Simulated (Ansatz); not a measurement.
**AgBr: geometry relaxation**

The run: geometry relaxation of AgBr (2 atoms in the cell). Method and program: DFT, PBE, PAW with Ansatz's default frozen-core files, scalar-relativistic, no spin polarisation (Ansatz 0.2.0).

The structure derives from an entry of the Crystallography Open Database. Its volume is 0.90 times that of the source entry. It belongs to a series of runs on one base structure; here: atoms relaxed at 0.9 of the volume. Figures and captions count atoms from 1; the log counts them from 0 in places.

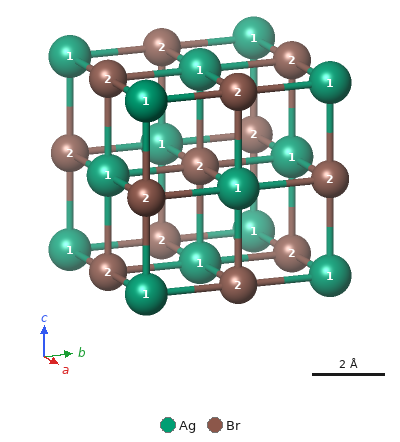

*The input geometry (ball-and-stick view of the cell 4 times as large as that of the calculation, set on its symmetry axes, seen slightly off an axis; atoms are numbered from 1 in the order of the input).*

Near neighbours in the crystal (not all of them lie inside the picture): Ag has 6 Br at 2.77 Å; Br has 6 Ag at 2.77 Å.

Input:
```yaml
crystal:
  lattice:
    - [0.0, 2.7710993572, 2.7710993572]
    - [2.7710993572, 0.0, 2.7710993572]
    - [2.7710993572, 2.7710993572, 0.0]
  atoms:
    - { symbol: Ag, position: [0.0, 0.0, 0.0] }
    - { symbol: Br, position: [0.5, 0.5, 0.5] }
kpoints:
  mp_grid: { grid: [9, 9, 9] }
scf:
  occupations: { method: fermi_dirac, width: 0.03 }
hamiltonian:
  xc: pbe
  pseudopotentials: { kind: paw }
output:
  forces: true
  stress: true
relax:
  f_tol: 0.01
  max_steps: 30
```

Machine: 1 thread of Intel Xeon (Sapphire Rapids), 16 GiB of memory available, shared host.

Command:
```bash
ansatz run input.yaml --threads 1 --pin off --max-ram 2048MiB --backend cpu --events-out ev --progress --plain --runs-dir out
```

The program's output:
```
Warning: output.stress: scf.convergence.dr2_threshold = 1e-7 eV (the SCF's general default) is looser than the 2e-10 eV advised for a printed stress (1e-10 eV for each atom of the cell: 2). What an SCF threshold leaves in a stress goes as its square root, and in the free energy as the threshold itself, and one threshold admits the most on a small cell: of the crystals measured, under no hybrid functional and no lock of the moments, on runs that ended without the residual-converged pass, on stresses that held no estimate of that error, the worst erred by over 100 MPa in a component at 1e-7 eV an atom and by under 5 at 1e-10. Every solve of this run answers to scf.convergence.dr2_threshold, and the tensor of one is reported: a single SCF on the reported geometry and on this run's grids (its basis.xc_grid and basis.ecutrho_ratio typed), with scf.convergence.dr2_threshold at 2e-10 eV or tighter, prints it and tightens no other solve. Else set scf.convergence.dr2_threshold to 2e-10 eV or tighter. The threshold is an SCF's pass mark: one that does not reach it within its budget of iterations ends unconverged, or closes short of it on a stop that the run arms, and scf.convergence.dr2_threshold's page says what that costs each kind of run
Engine: ansatz 0.2.0, x86_64-unknown-linux-gnu
Pseudopotentials: kind: paw
Pseudopotential: Ag, paw, valence charge 19, recommended cutoff 420 eV (normal), Ag.paw.azcp
Pseudopotential: Br, paw, valence charge 7, recommended cutoff 420 eV (normal), Br.paw.azcp
Functional definition: PBE
  parameter kappa = 0.804
  parameter beta = 0.06672455060314922
  exchange = pbe_x(kappa = kappa, mu = beta*pi^2/3)
  correlation = pbe_c(beta = beta)
Crystal: 2 atoms, lattice volume = 42.558 Å³
Basis set: ecut = 420 eV, 869 PW (Γ), exchange–correlation on 54×54×54 points (8 copies of the dense FFT grid, shifted against one another)
Bands: 17, of which v1, the nominal top of the filled ones, is band 13 counted from 1 (12 counted from 0)
Symmetry: 48 space group operations
Space group: Fm-3m (ITA 225), of the structure as read, at distance tolerance 3.5e-5 Å
k-points: 35 of 729
Non-local potential: Ag, projectors of the file, l = 0: 3, l = 1: 2, l = 2: 2, l = 3: 1
Non-local potential: Br, projectors of the file, l = 0: 2, l = 1: 2, l = 2: 2
PAW form: soft (Blöchl's): semilocal exchange-correlation on the pseudo side does not see the compensation charge
PAW one-centre angular grid: Ag, 590 points (default); XC on 64 Gauss nodes
PAW one-centre angular grid: Br, 110 points (default); XC on 64 Gauss nodes
Initial density: superposition of atomic densities (neutral atoms: chi_scale 0, normalization atom), corrected by the library's trained network
Initial wavefunctions: pseudopotential atomic-orbital guess
Functional: x = pbe(κ = 0.804, μ = 0.2195149727645171), c = pbe(β = 0.06672455060314922)
SCF iter   1: F=—  HF=-10374.185927 eV  |F-HF|=—  |Δ(HF+E_count)|=         —  Δρ=6.82e-4  dr2=2.10e-4  ethr=1.77e-3  ⟨swp⟩=5.1  Hψ=2926  notcnv=0
preconditioner: auto → none  [insulator: Δε(μ)=0.730 eV  Ē_g=11.132 eV  σ=0.030 eV  W_gap=1.00  n_scr=14 (ndim 8)  ℏωp=24.1 eV  f_vac=0.009  D(μ)=0.00/eV (n_scr^D=0)  ε∞_Penn≈5.7]
SCF iter   2: F=—  HF=-10374.187671 eV  |F-HF|=—  |Δ(HF+E_count)|=   1.74e-3  Δρ=3.25e-4  dr2=2.42e-5  ethr=8.09e-7  ⟨swp⟩=3.0  Hψ=1667  notcnv=0
SCF iter   3: F=—  HF=-10374.187707 eV  |F-HF|=—  |Δ(HF+E_count)|=   3.69e-5  Δρ=2.07e-4  dr2=1.39e-5  ethr=9.32e-8  ⟨swp⟩=2.0  Hψ=1047  notcnv=0
SCF iter   4: F=—  HF=-10374.187706 eV  |F-HF|=—  |Δ(HF+E_count)|=   1.68e-6  Δρ=7.25e-5  dr2=5.49e-7  ethr=5.34e-8  ⟨swp⟩=2.4  Hψ=902  notcnv=0
SCF iter   5: F=—  HF=-10374.187709 eV  |F-HF|=—  |Δ(HF+E_count)|=   2.86e-6  Δρ=1.76e-5  dr2=1.17e-7  ethr=2.11e-9  ⟨swp⟩=2.0  Hψ=1042  notcnv=0
SCF iter   6: F=-10374.187709 eV  HF=-10374.187709 eV  |F-HF|=1.16e-9  |Δ(HF+E_count)|=   1.81e-8  Δρ=4.18e-6  dr2=6.11e-9  ethr=3.85e-10  ⟨swp⟩=4.0  Hψ=1959  notcnv=0
SCF 1 converged in 6 iterations: F = -10374.187709 eV  dr2 = 6.11e-9
  greatest PAW one-centre occupation: 1.000 electrons in one spin orbital (limit 2), on the Ag atom at site 0 (counted from 0), in its partial waves of l = 0
relax step   1: F+E_penalty+E_count = -10374.18770860 eV  Δ(F+E_penalty+E_count) = +0.000e0 eV  max|allowed force component| = 1.630e-29 eV/Å  Δτ_max = 0.0000 Å  (6 SCF iters, accepted)
```

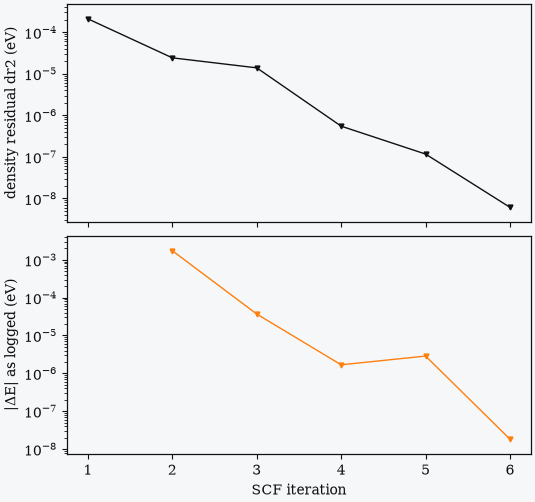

*Convergence of the self-consistent field: density residual dr2 and size of the energy change against the SCF iteration.*

The residual falls at every step.

```
SCF converged after 6 iterations
Free energy (F): -10374.187709 eV
Harris-Foulkes:  -10374.187709 eV  (|F-HF|=1.16e-9)
Internal energy: -10374.187709 eV  (E = F + TS)
E sigma→0 (E₀):  -10374.187709 eV
Entropy (-TS):   -0.000000 eV (-0.000 meV/atom)
Fermi energy:    10.456839 eV
--- Per-component energies (eV) ---
  E_band       = -324.988223
  E_kinetic    = 664.060748
  E_local      = -3168.418174  (includes V_loc(G=0)·N_el)
  E_nonlocal   = 153.895537
  E_hartree    = 1395.578954
  E_xc         = -448.833219
  E_vxc        = -337.842758  (∫ρ·V_xc dr)
  E_paw        = -6151.882090  (= ΣΔE_a)
  E_vpaw       = -427.846980  (= ΣTr[D̂ρ^β])
  E_aug_tail   = 0.000319  (compensation charges beyond the density's cutoff)
  E_ewald      = -2818.589782
  E_smearing   = -0.000000  (= −TS)
  E_closure    = -0.000000  (closes the sum)
  Σ components = -10374.187709   (vs F -10374.187709, Δ=0.00e0)
--- Forces (eV/Å), atoms counted from 1 ---
  atom   1  Ag     0.00000000    -0.00000000    -0.00000000
  atom   2  Br    -0.00000000     0.00000000    -0.00000000
  max |Σ_I F_I| component: 1.16e-29 eV/Å
--- Stress (GPa, compression-positive) ---
        9.306439       0.000000       0.000000
        0.000000       9.306439      -0.000000
        0.000000       0.000000       9.306439
  P = ⅓ Tr σ = 9.3064 GPa (93.064 kbar)
--- Relaxed structure (1 steps of the walk, 1 accepted, 0 SCFs on fresh bases) ---
  F+E_penalty+E_count = -10374.18770860 eV   max|allowed force component| = 1.630e-29 eV/Å
  atoms:
    - { symbol: Ag, position: [0.0, 0.0, 0.0] }
    - { symbol: Br, position: [0.5000000000000001, 0.5000000000000001, 0.5000000000000001] }
```

Results in brief:

- outcome: converged
- space group (tolerance 0.01 Å): Fm-3m (225)
- electrons treated: 26
- free energy: −10374.1877 eV
- Fermi energy: 10.457 eV
- pressure: 9.31 GPa
- final volume: 42.56 Å³
- largest force (length of the vector): under 0.001 eV/Å
- wall time: 1.1 s
- peak memory: 0.37 GiB

Notes:

The input already met the tolerances, so nothing moved. The program warns: the SCF threshold is looser than advised for the printed stress. The cell is under a pressure of 9.3 GPa at this level, so it is not at its equilibrium volume.

The program warns: the SCF threshold is looser than advised for the printed stress. The cell is under a pressure of 9.3 GPa at this level, so it is not at its equilibrium volume.
